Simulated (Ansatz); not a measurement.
# Run report: P, single-point calculation

P (slab, 12 atoms in the cell), computed with DFT PBEsol, scalar-relativistic, plane waves, PAW, no spin polarisation (Ansatz 0.2.0).

The structure derives from an entry of the Crystallography Open Database. It belongs to a series of runs on one base structure; here: functional: pbesol. Figures and captions count atoms from 1; the log counts them from 0 in places.

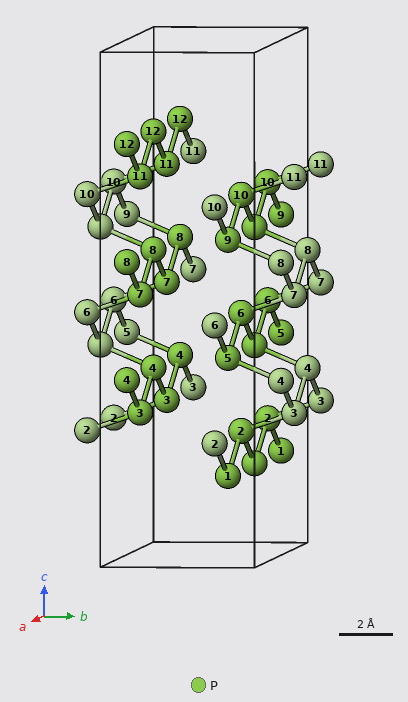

**Figure 1.** The structure as given in the input (ball-and-stick view of the 2 × 1 repeat of the cell, with the vacuum cut short, seen slightly off an axis; neighbours outside the cell are drawn fainter; atoms are numbered from 1 in the order of the input). An atom can appear more than once, as a periodic image.

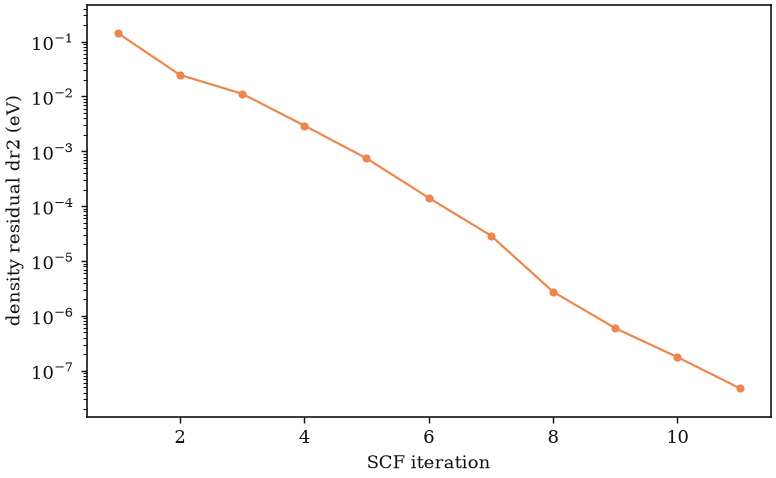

**Figure 2.** Convergence of the self-consistent field: density residual dr2 against the SCF iteration. The residual falls at every step.

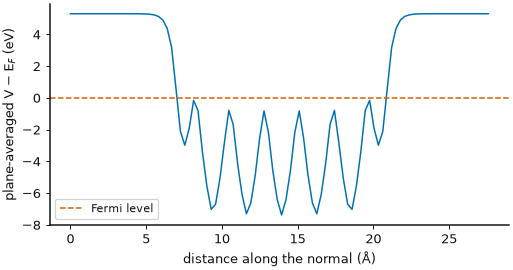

**Figure 3.** Plane average of the electrostatic potential energy of an electron across the cell, from the Fermi level. The vacuum level lies 5.31 eV above the Fermi level.

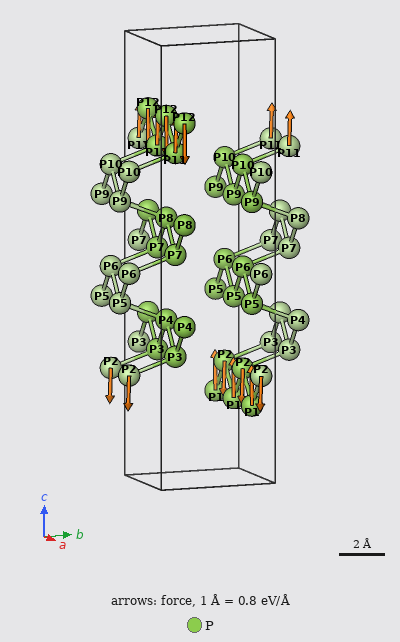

**Figure 4.** Forces on the atoms as orange arrows (ball-and-stick view of the 2 × 1 repeat of the cell, with the vacuum cut short, seen slightly off an axis; neighbours outside the cell are drawn fainter; atoms are numbered from 1 in the order of the input); the smallest are left out. The largest act on P1, P12 (1.50 eV/Å); P2, P11 (1.31 eV/Å). The geometry is not a stationary point of this energy.

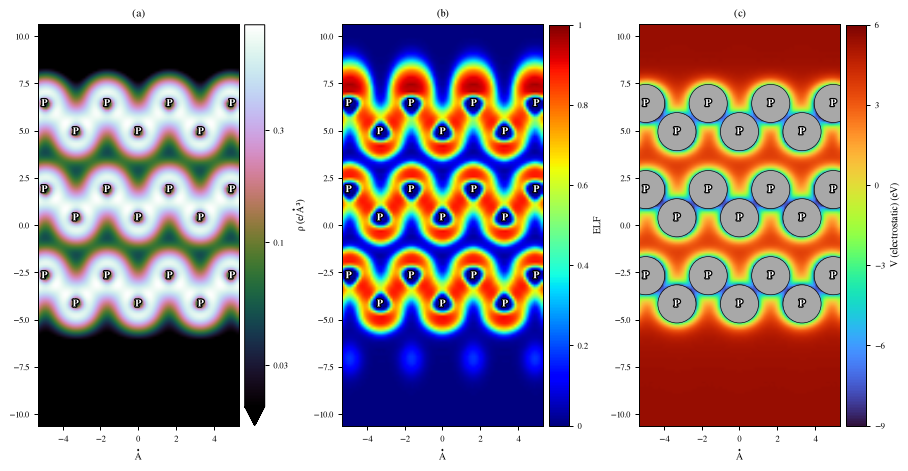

**Figure 5.** (a) valence pseudo-density; (b) electron localisation function; (c) electrostatic potential (local pseudopotential plus Hartree) felt by an electron on the (010) plane of the calculation cell, a cut from vacuum to vacuum. Grey discs, where drawn, cover atomic cores. Atoms in the plane: P. P–P (2.23 Å): ρ at the midpoint is about 0.75 e/Å³, a local maximum along the line; the ELF peaks at about 0.90 between the atoms, which marks localised, shared-pair bonding. The density dies away to nearly zero in the vacuum. The fields are those of the smooth PAW valence density.

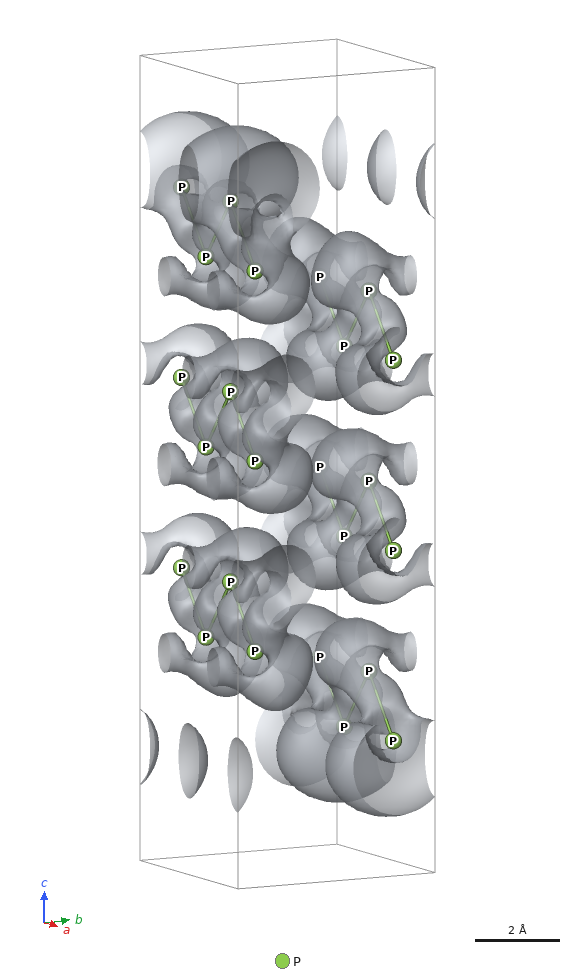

**Figure 6.** Isosurface of the electron localisation function at 0.75 (grey), seen slightly off an axis. Core shells and regions of very low density are left out. Sticks mark near contacts. The ELF exceeds this value in channels that run through the cell in one direction, counted in one cell of 12 atoms. Profiles from the grid: P–P (2.23 Å): the ELF peaks at about 0.90 between the atoms (localised, shared-pair bonding).

The input and output of the run follow.

**The input**
```yaml
crystal:
  lattice:
    - [3.310432478, 0.0, 0.0]
    - [-1.655216239, 5.6427178935, 0.0]
    - [0.0, 0.0, 27.8868311752]
  atoms:
    - { symbol: P, position: [0.9059292215, 0.8118584429, 0.2689441462] }
    - { symbol: P, position: [0.4059292215, 0.8118584429, 0.3224604204] }
    - { symbol: P, position: [0.5940707785, 0.1881415571, 0.3506632329] }
    - { symbol: P, position: [0.0940707785, 0.1881415571, 0.4041795071] }
    - { symbol: P, position: [0.9059292215, 0.8118584429, 0.4323823195] }
    - { symbol: P, position: [0.4059292215, 0.8118584429, 0.4858985938] }
    - { symbol: P, position: [0.5940707785, 0.1881415571, 0.5141014062] }
    - { symbol: P, position: [0.0940707785, 0.1881415571, 0.5676176805] }
    - { symbol: P, position: [0.9059292215, 0.8118584429, 0.5958204929] }
    - { symbol: P, position: [0.4059292215, 0.8118584429, 0.6493367671] }
    - { symbol: P, position: [0.5940707785, 0.1881415571, 0.6775395796] }
    - { symbol: P, position: [0.0940707785, 0.1881415571, 0.7310558538] }
basis:
  ecutwfc: 420
kpoints:
  mp_grid: { grid: [11, 6, 1] }
hamiltonian:
  xc: pbesol
scf:
  occupations: { method: gaussian, width: 0.05 }
output:
  forces: true
  stress: true
  eigenvalues: true
  write_density: true
  write_potential: true
  elf: true
  volumetric_format: npy
efield:
  axis: 3
  dipole_correction: true
  ramp_width: 0.04
```

Launch command:
```bash
ansatz run input.yaml --threads 1 --pin off --max-ram 2560MiB --backend cpu --events-out ev --progress --plain --runs-dir out
```

**What the program printed**
```
Warning: crystal.symmetry: narrowed to the stabiliser of the k-point mesh — unitary ops 2 → 1; excluded 1 operation that carries a point of the 11×6×1 mesh (shift [0, 0, 0]) off the mesh (the run samples exactly the mesh kpoints.mp_grid names, as under crystal.symmetry.detect: false, and its converged state has the mesh's symmetry, not the crystal's; ε∞, the Born charges and the force constants of a linear response (`dielectric:` by the response, `phonons.method: dfpt`) are averaged over those of the crystal's operations that the state keeps within a tolerance, where `mesh_tensors`, `unaveraged_element` or `gamma_mean_max_change_ev_ang2` stands beside them; a row that `dielectric.field_direction` solves alone is averaged likewise, with nothing beside; a Γ-centred mesh of equal divisions is mapped onto itself by every operation and keeps the whole group, as does a half-shifted one under kpoints.further_shifts: images)
Engine: ansatz 0.2.0, x86_64-unknown-linux-gnu
Pseudopotentials: kind: paw
Pseudopotential: P, paw, valence charge 5, recommended cutoff 420 eV (normal), P.paw.azcp
Functional definition: PBEsol
  exchange = pbesol_x
  correlation = pbesol_c
Crystal: 12 atoms, lattice volume = 520.921 Å³
Basis set: ecut = 420 eV, 10239 PW (Γ), exchange–correlation on 48×80×384 points (8 copies of the dense FFT grid, shifted against one another)
Bands: 42, of which v1, the nominal top of the filled ones, is band 30 counted from 1 (29 counted from 0)
Symmetry: 1 space group operations
k-points: 34 of 66 (time reversal used)
Non-local potential: P, projectors of the file, l = 0: 2, l = 1: 2, l = 2: 2
PAW form: soft (Blöchl's): semilocal exchange-correlation on the pseudo side does not see the compensation charge
PAW frozen core: P, regenerated for the run's functional, and the local potential with it (the file was generated under x = pbe(κ = 0.804, μ = 0.2195149727645171), c = pbe(β = 0.06672455060314922))
PAW one-centre angular grid: P, 110 points (default); XC on 64 Gauss nodes
Initial density: superposition of atomic densities (neutral atoms: chi_scale 0, normalization atom), corrected by the library's trained network
Initial wavefunctions: pseudopotential atomic-orbital guess
Functional: x = pbesol(κ = 0.804, μ = 0.12345679012345678), c = pbesol(β = 0.046)
SCF iter   1: F=—  HF=-8878.079898 eV  |F-HF|=—  |Δ(HF+E_count)|=         —  Δρ=3.54e-3  dr2=1.43e-1  ethr=1.77e-3  p=0.000 e·Å  D=6.76e-14 V/Å  ΔV_dip=-0.00 eV  dr2_dipole=8.60e-7  V_vac-E_F(+/−)=5.56/5.56 eV  ⟨swp⟩=8.8  Hψ=8868  notcnv=0  defer=80
efield: sawtooth ramp at fractional position 0.9800 (placed from the atoms, in the widest stretch of the axis that holds none; the zero of the levels goes with the place), width 0.0400; the density the first Hamiltonian is built on has a dipole p = 0.000 e·Å; the dipole correction subtracts the counter field D = 6.76e-14 V/Å, which shifts the + side's vacuum level by -0.00 eV against the − side's; the planar-averaged density in the ramp window peaks in size at 7.1e-6 e/Å³
preconditioner: auto → LDOS  [metal: Δε(μ)=0.011 eV  Ē_g=8.451 eV  σ=0.050 eV  W_gap=0.13  n_scr=42 (ndim 8)  ℏωp=12.6 eV  f_vac=0.451  D(μ)=9.02/eV (n_scr^D=40)  β→1.0]
SCF iter   2: F=—  HF=-8878.060575 eV  |F-HF|=—  |Δ(HF+E_count)|=   1.93e-2  Δρ=1.61e-3  dr2=2.47e-2  ethr=2.38e-4  p=-0.000 e·Å  D=-7.81e-6 V/Å  ΔV_dip=0.00 eV  dr2_dipole=6.51e-7  V_vac-E_F(+/−)=5.34/5.34 eV  ⟨swp⟩=3.2  Hψ=2944  notcnv=0  defer=153
SCF iter   3: F=—  HF=-8878.057173 eV  |F-HF|=—  |Δ(HF+E_count)|=   3.40e-3  Δρ=6.97e-4  dr2=1.12e-2  ethr=4.12e-5  p=-0.000 e·Å  D=-2.00e-6 V/Å  ΔV_dip=0.00 eV  dr2_dipole=6.73e-8  V_vac-E_F(+/−)=5.35/5.35 eV  ⟨swp⟩=2.5  Hψ=2771  notcnv=0  defer=153
SCF iter   4: F=—  HF=-8878.056382 eV  |F-HF|=—  |Δ(HF+E_count)|=   7.92e-4  Δρ=3.34e-4  dr2=2.95e-3  ethr=1.87e-5  p=-0.000 e·Å  D=-3.07e-7 V/Å  ΔV_dip=0.00 eV  dr2_dipole=3.36e-9  V_vac-E_F(+/−)=5.33/5.33 eV  ⟨swp⟩=2.6  Hψ=2105  notcnv=0  defer=153
SCF iter   5: F=—  HF=-8878.056113 eV  |F-HF|=—  |Δ(HF+E_count)|=   2.69e-4  Δρ=1.58e-4  dr2=7.45e-4  ethr=4.92e-6  p=-0.000 e·Å  D=-1.29e-7 V/Å  ΔV_dip=0.00 eV  dr2_dipole=8.54e-11  V_vac-E_F(+/−)=5.31/5.31 eV  ⟨swp⟩=2.3  Hψ=2100  notcnv=0  defer=153
SCF iter   6: F=—  HF=-8878.056050 eV  |F-HF|=—  |Δ(HF+E_count)|=   6.31e-5  Δρ=7.98e-5  dr2=1.42e-4  ethr=1.24e-6  p=0.000 e·Å  D=1.57e-7 V/Å  ΔV_dip=-0.00 eV  dr2_dipole=1.23e-9  V_vac-E_F(+/−)=5.31/5.31 eV  ⟨swp⟩=2.2  Hψ=1954  notcnv=0  defer=153
SCF iter   7: F=—  HF=-8878.056041 eV  |F-HF|=—  |Δ(HF+E_count)|=   8.84e-6  Δρ=3.90e-5  dr2=2.91e-5  ethr=2.37e-7  p=0.000 e·Å  D=2.00e-7 V/Å  ΔV_dip=-0.00 eV  dr2_dipole=7.63e-10  V_vac-E_F(+/−)=5.31/5.31 eV  ⟨swp⟩=2.4  Hψ=1798  notcnv=0  defer=153
SCF iter   8: F=—  HF=-8878.056118 eV  |F-HF|=—  |Δ(HF+E_count)|=   7.67e-5  Δρ=1.52e-5  dr2=2.75e-6  ethr=4.86e-8  p=0.000 e·Å  D=6.03e-8 V/Å  ΔV_dip=-0.00 eV  dr2_dipole=1.34e-10  V_vac-E_F(+/−)=5.31/5.31 eV  ⟨swp⟩=2.2  Hψ=2127  notcnv=0  defer=153
SCF iter   9: F=—  HF=-8878.056118 eV  |F-HF|=—  |Δ(HF+E_count)|=   3.50e-7  Δρ=7.01e-6  dr2=5.96e-7  ethr=4.59e-9  p=0.000 e·Å  D=2.53e-8 V/Å  ΔV_dip=-0.00 eV  dr2_dipole=2.73e-12  V_vac-E_F(+/−)=5.31/5.31 eV  ⟨swp⟩=2.6  Hψ=2247  notcnv=0  defer=153
SCF iter  10: F=—  HF=-8878.056118 eV  |F-HF|=—  |Δ(HF+E_count)|=   3.79e-8  Δρ=3.19e-6  dr2=1.77e-7  ethr=9.94e-10  p=-0.000 e·Å  D=-6.46e-9 V/Å  ΔV_dip=0.00 eV  dr2_dipole=1.37e-13  V_vac-E_F(+/−)=5.31/5.31 eV  ⟨swp⟩=2.5  Hψ=2193  notcnv=0  defer=153
SCF iter  11: F=-8878.056118 eV  HF=-8878.056118 eV  |F-HF|=2.51e-8  |Δ(HF+E_count)|=  9.73e-10  Δρ=1.79e-6  dr2=4.80e-8  ethr=1.67e-10  p=0.000 e·Å  D=1.40e-8 V/Å  ΔV_dip=-0.00 eV  dr2_dipole=7.08e-13  V_vac-E_F(+/−)=5.31/5.31 eV  ⟨swp⟩=21.0  Hψ=13296  notcnv=0
SCF 1 converged in 11 iterations: F = -8878.056118 eV  dr2 = 4.80e-8
  greatest PAW one-centre occupation: 0.820 electrons in one spin orbital (limit 2), on the P atom at site 0 (counted from 0), in its partial waves of l = 0
WARN: The output density's exchange-correlation potential varies sharply where the density is thin. Do not read a vacuum level from v_tot or v_xc, or from such a field of the output density. On a cell that repeats whose density bears no net charge and no dipole along the vacuum's axis use v_es (v_loc + v_h of the components); under efield.dipole_correction with no amplitude use v_es + v_field, which holds any external_charges[].barrier, or the levels of the report's work_function block, which leave it out; under a non-zero efield.amplitude the vacuum is tilted and has no level; on a cell that repeats and bears such a dipole with no correction it is tilted too, and efield.dipole_correction with no amplitude gives each side of its ramp a level where efield: is served; in a cell that repeats whose density bears a net charge (total_charge, or a fill off its count) it is curved and has none; of a slab under crystal.periodic whose density bears no net charge use v_es, which has a level on each side, short of where the two are joined; of another it falls or rises all the way out and has none; of a slab beside external_charges read slab_vacuum_level instead, which it has where they leave it neutral. The grid or the basis barely resolves most such structure, and the values can differ between equally converged runs; as a rule a tighter scf.convergence.dr2_threshold does not remove it. Where the density itself ripples (under the LDA too) a higher basis.ecutwfc lessens it. The files hold the spikes' plane waves up to the density's cutoff. Files: v_tot_of_output_density and the like, and their columns of v_z.tsv (output.write_potential); v_xc_of_output_density and the like, and their columns of v_comp_z.tsv (output.write_potential_components). Measured: with its Gaussian average of σ = 0.25 Å subtracted twice, the exchange-correlation potential is over 0.1 eV at 1012 of the grid points where the equally averaged density (valence and model cores) is under 1e-3 e/Å³, and 0.451 eV at the most among them, at an averaged density of 7.3e-4 e/Å³. The input density's (outcome.potential() and, of a run that writes arrays, v_tot and v_xc) is over 0.1 eV, so measured, at 1016 points of its own thin density, 0.451 eV at the most. See output.write_potential in the manual, Limitations
SCF converged after 11 iterations
Free energy (F): -8878.056118 eV
Harris-Foulkes:  -8878.056118 eV  (|F-HF|=2.51e-8)
Internal energy: -8878.044643 eV  (E = F + TS)
E sigma→0 (E₀):  -8878.050380 eV
Entropy (-TS):   -0.011475 eV (-0.956 meV/atom)
Fermi energy:    0.126921 eV
Dipole field:    D = 0.000001 V/Å  (p = 0.000002 e·Å, saw-weighted, corrected)
Work function:   Φ+ = 5.3082 eV   Φ− = 5.3082 eV
Levels:          The Fermi level and band energies are counted from a zero that moves with the ramp; work functions are not
--- Per-component energies (eV) ---
  E_band       = -354.512298
  E_kinetic    = 826.366808
  E_local      = -21789.352435  (includes V_loc(G=0)·N_el)
  E_nonlocal   = 407.791151
  E_hartree    = 10503.477386
  E_xc         = -721.821039
  E_vxc        = -714.821197  (∫ρ·V_xc dr)
  E_paw        = -6648.976107  (= ΣΔE_a)
  E_vpaw       = -91.433861  (= ΣTr[D̂ρ^β])
  E_aug_tail   = 0.000038  (compensation charges beyond the density's cutoff)
  E_efield     = 0.000000  (sawtooth field / dipole correction)
  E_vefield    = 0.000000  (∫n·V_field dr)
  E_ewald      = 8543.916404
  E_core_change = 0.553153  (= ΣΔE_core)
  E_smearing   = -0.011475  (= −TS)
  E_closure    = 0.000000  (closes the sum)
  Σ components = -8878.056118   (vs F -8878.056118, Δ=0.00e0)
--- Forces (eV/Å), atoms counted from 1 ---
  atom   1  P      0.00002186    -0.01786581     1.49801340
  atom   2  P     -0.00008930    -0.04244553    -1.30765133
  atom   3  P      0.00014303    -0.01664796     0.23716626
  atom   4  P     -0.00004223    -0.06186493    -0.04649634
  atom   5  P     -0.00006243     0.29878088    -0.02224340
  atom   6  P     -0.00001272    -0.12576618    -0.01825991
  atom   7  P      0.00001278     0.12576587     0.01825811
  atom   8  P      0.00006239    -0.29877569     0.02223994
  atom   9  P      0.00004220     0.06185978     0.04650013
  atom  10  P     -0.00014300     0.01664731    -0.23716695
  atom  11  P      0.00008931     0.04244537     1.30765263
  atom  12  P     -0.00002188     0.01786641    -1.49801299
  max |Σ_I F_I| component: 4.74e-7 eV/Å
--- Stress (GPa, compression-positive) ---
       -2.369228      -0.000253      -0.000038
       -0.000253      -0.812956       0.028278
       -0.000038       0.028278      -2.455855
  P = ⅓ Tr σ = -1.8793 GPa (-18.793 kbar)
--- Band table (eV; the first three rows and the last of 34) ---
  k-point 0: bands = ["-14.9329", "-14.4282", "-13.8201", "-13.1569", "-12.4926", "-12.3225", "-9.0880", "-8.7074", "-8.1497", "-7.4275", "-6.5987", "-5.2412", "-5.1930", "-4.4898", "-3.8480", "-3.8391", "-3.2783", "-2.8778", "-2.8293", "-2.6713", "-2.4617", "-2.1219", "-1.8933", "-1.6642", "-1.6510", "-1.5957", "-1.5330", "-0.8578", "-0.6577", "-0.0112", "0.4239", "1.6525", "1.8846", "1.9228", "1.9882", "2.3299", "2.5778", "2.6349", "3.1668", "3.3253", "3.4683", "3.7427"]
  k-point 1: bands = ["-14.9095", "-14.4076", "-13.8065", "-13.1599", "-12.5152", "-12.3708", "-9.1110", "-8.7673", "-8.2168", "-7.5025", "-6.6290", "-5.2678", "-5.1492", "-4.3488", "-3.8936", "-3.5940", "-3.2964", "-2.8920", "-2.7035", "-2.5701", "-2.4678", "-2.1115", "-1.7852", "-1.6508", "-1.6324", "-1.5920", "-1.3691", "-0.8150", "-0.6474", "0.0671", "0.4894", "1.6084", "1.8627", "1.9138", "2.0188", "2.2206", "2.5793", "2.6563", "3.1708", "3.1957", "3.3454", "3.7628"]
  k-point 2: bands = ["-14.8601", "-14.3642", "-13.7786", "-13.1689", "-12.5630", "-12.4664", "-9.1558", "-8.8779", "-8.3342", "-7.6357", "-6.7065", "-5.4169", "-4.9074", "-4.2126", "-3.8105", "-3.3307", "-3.1999", "-2.9192", "-2.6936", "-2.4803", "-2.0935", "-2.0805", "-1.6882", "-1.6247", "-1.5945", "-1.3704", "-1.0011", "-0.6477", "-0.5494", "0.1684", "0.6446", "1.5206", "1.5522", "1.9108", "2.0038", "2.0946", "2.3917", "2.6458", "2.7462", "3.1773", "3.3269", "3.3867"]
  k-point 33: bands = ["-12.6087", "-12.2216", "-11.8649", "-11.6314", "-11.5944", "-9.9527", "-9.8634", "-9.8484", "-9.7103", "-9.3696", "-8.9640", "-8.9338", "-5.2660", "-5.1372", "-4.9726", "-4.8011", "-4.7250", "-4.2961", "-4.1961", "-3.6664", "-3.4707", "-2.8641", "-2.7591", "-2.3989", "-2.2181", "-1.8876", "-1.5022", "-1.2880", "-1.1589", "-0.1426", "-0.0436", "1.2907", "1.5394", "1.8221", "2.0369", "2.3530", "2.5859", "2.6965", "2.9816", "3.1629", "3.3940", "3.5111"]
```

**Summary**

```tsv
quantity	value
outcome	converged
electrons treated	60
free energy	−8878.0561 eV
work function, top face	5.31 eV
work function, bottom face	5.31 eV
Fermi energy	0.127 eV
gap on the k-point mesh	none (metallic)
work function (upper face)	5.31 eV
largest force (length of the vector)	1.498 eV/Å
hardware	1 thread of Intel Xeon @ 2.50GHz (Skylake/Cascade Lake), 32 GiB of memory available, shared host
wall time	97 s
peak memory	0.92 GiB
```

Warnings of the run: the k-point mesh lowers the symmetry that the run can use; the exchange-correlation potential is rough where the density is thin.
